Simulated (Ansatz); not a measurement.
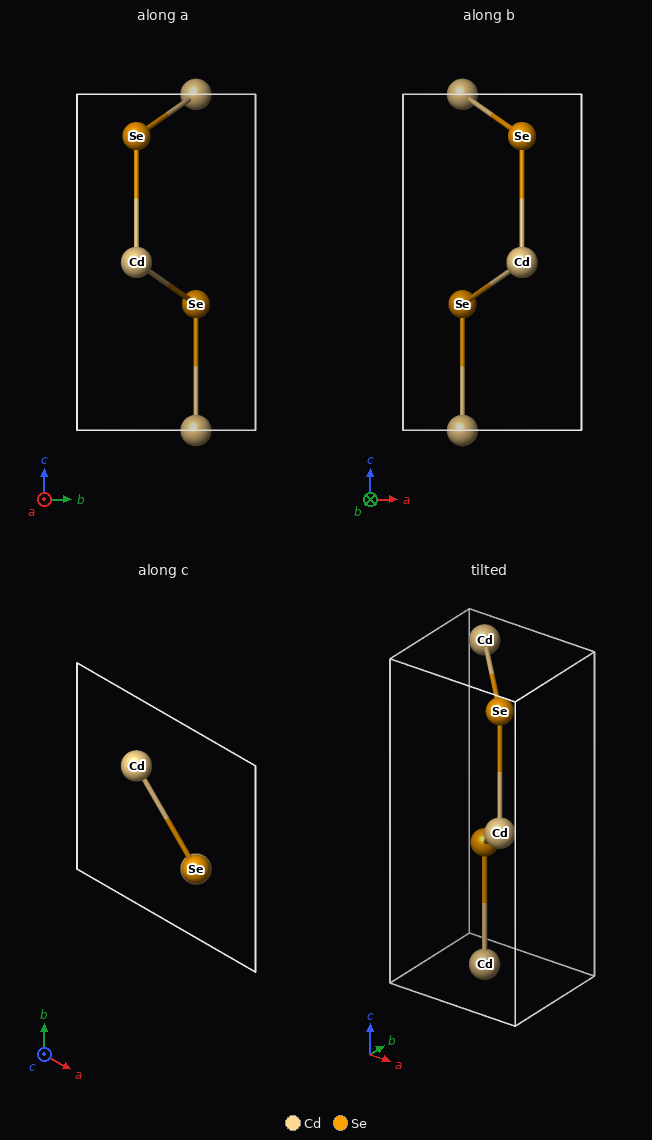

Ball-and-stick drawing of the structure, looking along the a axis, along the b axis, along the c axis and slightly off an axis. The lines enclose the conventional unit cell; boundary atoms appear with their images.

Lattice parameters: a = 4.3407 Å, b = 4.3407 Å, c = 7.0766 Å, α = 90.000°, β = 90.000°, γ = 120.000°.

### Write down what is shown as a CIF in P1 with every atom of the cell.

```cif
data_structure
_symmetry_space_group_name_H-M 'P 1'
_symmetry_Int_Tables_number 1
_cell_length_a 4.3407
_cell_length_b 4.3407
_cell_length_c 7.0766
_cell_angle_alpha 90.000
_cell_angle_beta 90.000
_cell_angle_gamma 120.000
_cell_volume 115.47
loop_
_atom_site_label
_atom_site_type_symbol
_atom_site_fract_x
_atom_site_fract_y
_atom_site_fract_z
_atom_site_occupancy
Cd1 Cd 0.3333 0.6667 0.9995 1
Cd2 Cd 0.6667 0.3333 0.4995 1
Se1 Se 0.3333 0.6667 0.3755 1
Se2 Se 0.6667 0.3333 0.8755 1
```

It derives from a structure type filled with these elements by a generator (whether the compound takes this form wasn't checked). Earlier steps of the study may have refined or changed the cell and positions. It was the input of a calculation with Ansatz.
